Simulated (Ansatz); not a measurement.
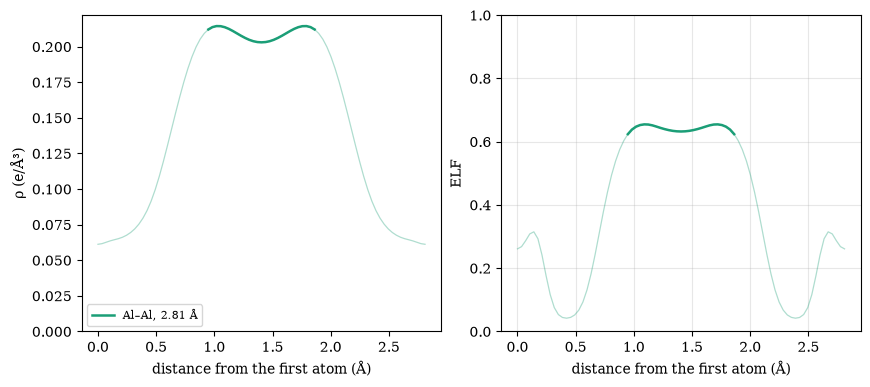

Figure 1: Al. Valence charge density (pseudo) and electron localisation function along straight lines between neighbouring atoms. Thin, pale parts lie inside the atomic spheres.

Space group Im-3m; a structure from a database of computed crystals, not necessarily the ambient phase.

Computed with Kohn-Sham DFT of a periodic cell, HSE06, Ansatz PAW (Ansatz 0.2.0).

In a PAW calculation such maps are meaningful between the atoms, not at the nuclei.

```xyz
2
Lattice="3.2449 0.0000 0.0000 0.0000 3.2449 0.0000 0.0000 0.0000 3.2449" Properties=species:S:1:pos:R:3 pbc="T T T"
Al    0.0000    0.0000    0.0000
Al    1.6224    1.6224    1.6224
```

### What can be read from the curves?

Al–Al (2.81 Å): ρ at the midpoint is about 0.2 e/Å³; the ELF peaks at about 0.65 between the atoms.
